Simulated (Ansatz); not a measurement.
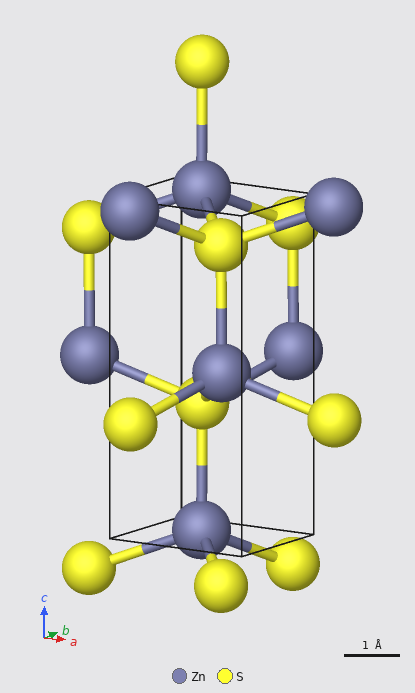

The crystal in a ball-and-stick representation, seen slightly off an axis. One simulation cell is framed, with atoms on its boundary repeated. Bonded atoms from the next cells complete the picture.

Input deck:
```yaml
crystal:
  lattice:
    - [3.8054508512, -0.0380545085, 0.0]
    - [-1.9356815967, 3.3146443642, 0.0]
    - [0.0, 0.0, 6.2439931002]
  atoms:
    - { symbol: Zn, position: [0.3332495325, 0.6665948866, 0.0003881816] }
    - { symbol: Zn, position: [0.6667504675, 0.3334051134, 0.5003881816] }
    - { symbol: S, position: [0.338057963, 0.6668258508, 0.3746118184] }
    - { symbol: S, position: [0.661942037, 0.3331741492, 0.8746118184] }
kpoints:
  mp_grid: { grid: [12, 12, 4] }
  band_path:
    path:
      - [0.0, 0.0, 0.0]
      - [0.5, 0.0, 0.0]
      - [0.3333333333, 0.3333333333, 0.0]
      - [0.0, 0.0, 0.5]
      - [0.5, 0.0, 0.5]
      - [0.3333333333, 0.3333333333, 0.5]
    npoints: 1
hamiltonian:
  xc: pbe
scf:
  occupations: { method: fermi_dirac, width: 0.02 }
  n_extra_bands: 5
output:
  forces: true
  stress: true
  eigenvalues: true
```
Run as:
```sh
ansatz run input.yaml --threads 4 --pin off --max-ram 4608MiB --backend cpu --events-out ev --progress --plain --runs-dir out
```

Run with DFT, PBE, plane waves, PAW (Ansatz 0.2.0) and these settings: 420 eV cutoff, k-point mesh 12×12×4, Fermi-Dirac smearing of 0.02 eV, no spin polarisation.

How large a gap does the method give, if there is one?

Answer. A semiconductor at this level, with a gap of 2.17 eV, direct.

Under what pressure is the structure?

Answer. The computed pressure is 2.3 GPa (compressed: it would expand).

The structure was taken from a structure type filled with these elements by a generator (whether the compound takes this form wasn't checked). The cell was then strained or its atoms displaced on purpose. A calculation with Ansatz used it as input.
